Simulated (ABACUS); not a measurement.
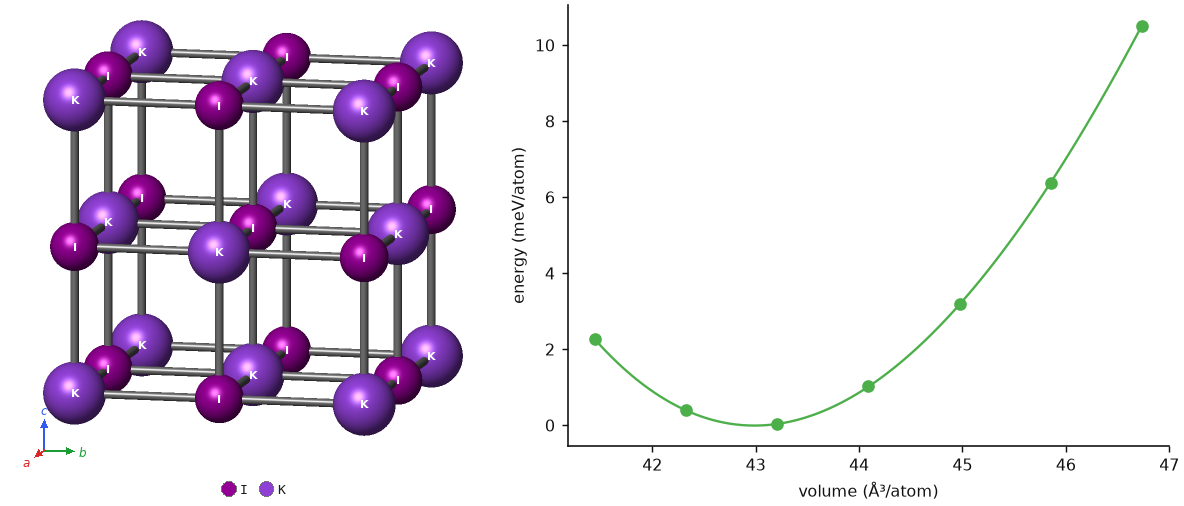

The picture above shows the energy against volume for KI, space group Fm-3m (No. 225). The conventional cell is drawn beside the plot.

The given structure:
```cif
data_structure
_symmetry_space_group_name_H-M 'P 1'
_symmetry_Int_Tables_number 1
_cell_length_a 4.9961
_cell_length_b 4.9961
_cell_length_c 4.9961
_cell_angle_alpha 60.000
_cell_angle_beta 60.000
_cell_angle_gamma 60.000
_cell_volume 88.18
loop_
_atom_site_label
_atom_site_type_symbol
_atom_site_fract_x
_atom_site_fract_y
_atom_site_fract_z
_atom_site_occupancy
I1 I 0.50000 0.50000 0.50000 1
K1 K 0.00000 0.00000 0.00000 1
```

Method: DFT in plane waves or numerical atomic orbitals with pseudopotentials, no spin polarisation; energies at scaled volumes of the given cell, shape and fractions fixed, counted from the fit's minimum, third-order Birch-Murnaghan fit (ABACUS 3.10.1). Level: PBEsol.

```
         setting                                   value
          k mesh                                   7×7×7
     occupations                             Fermi–Dirac
  smearing width                                 0.05 eV
      potentials  PseudoDojo NC SR 0.4.1 PBEsol standard
     wave cutoff                                 1007 eV
  density cutoff                                 4027 eV
program settings                                basis pw
```

This calculation gives: equilibrium volume 42.99 Å³/atom and bulk modulus 12.2 GPa.

Now K is replaced by Na on all its sites, which gives NaI in the same structure. The second calculation uses wave cutoff 1210.907 eV. Predict the effect.

The equilibrium volume falls from 42.99 to 32.82 Å³/atom (−24 %) and the bulk modulus rises from 12.2 to 17.2 GPa (+41 %).

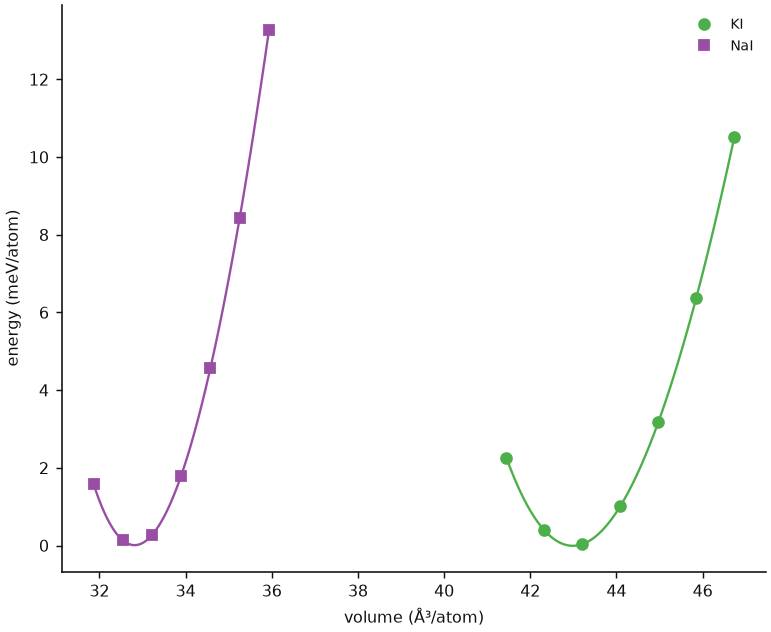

The two results together.

V0 and the bulk modulus come from third-order Birch–Murnaghan fits.
